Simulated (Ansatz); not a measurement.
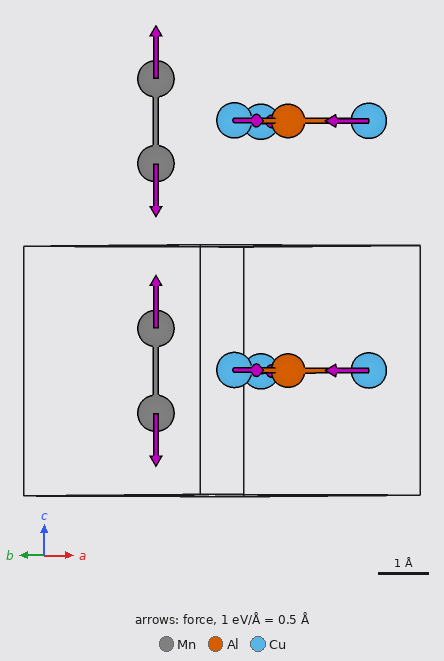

Starting geometry of a crystal of Mn₂AlCu₃ (a generated structure, set up in P-6m2) (coarse preliminary run) with the computed forces as purple arrows. A ball-and-stick model of the cell of the calculation, repeated 1 × 1 × 2 with one cell outlined, seen from a free direction.

Computed with DFT PBE, scalar-relativistic, plane waves, PAW in Ansatz. Set-up: plane-wave cutoff 420 eV; k-point mesh 6 × 6 × 4; occupations gaussian; smearing width 0.1 eV; collinear spin; cell and atoms relaxed; force threshold 0.04 eV/Å; at most 70 steps.

Question: Is this structure relaxed? If not, where do the atoms go?

Answer: It isn't relaxed: the largest force vector, on Mn atoms, is 2.20 eV/Å. The final displacements follow the starting forces only in part (cosine between the two patterns 0.60). The energy falls by 14.533 eV per cell of the calculation in 15 accepted moves (18 points after the start). Largest force component: 2.2 eV/Å at the start, 0.0036 eV/Å at the end. Pressure: 80.29 GPa at the start and 0.00 GPa at the end. The line search rejected the trial step at point 8 of the run. The SCF was repeated twice at an unchanged geometry on a basis and grid sized afresh for the cell, which shifted the energy by 0.563 eV per cell of the calculation at most. The largest moves relative to the cell, 0.39 Å, are those of Mn atoms. Largest moves by element: Mn 0.39 Å, Cu 0.04 Å. Al stays in place. The volume changes by +33.1 %, with a = b 4.720 → 6.032 Å (+27.8 %), c 5.059 → 4.124 Å (−18.5 %). Near-neighbour distances that change, for instance: Mn–Mn 3.341 → 1.953 Å, Cu–Mn 2.530 → 3.234 Å, Al–Cu 1.666 → 2.171 Å, Mn–Mn 1.718 → 2.171 Å. New bonds form: Mn–Mn (3.34 → 1.95 Å). The space group stays P-6m2 (No. 187). The run took 3.5 min on 4 threads of Arm Neoverse V2 (shared host), peak memory 0.62 GiB.
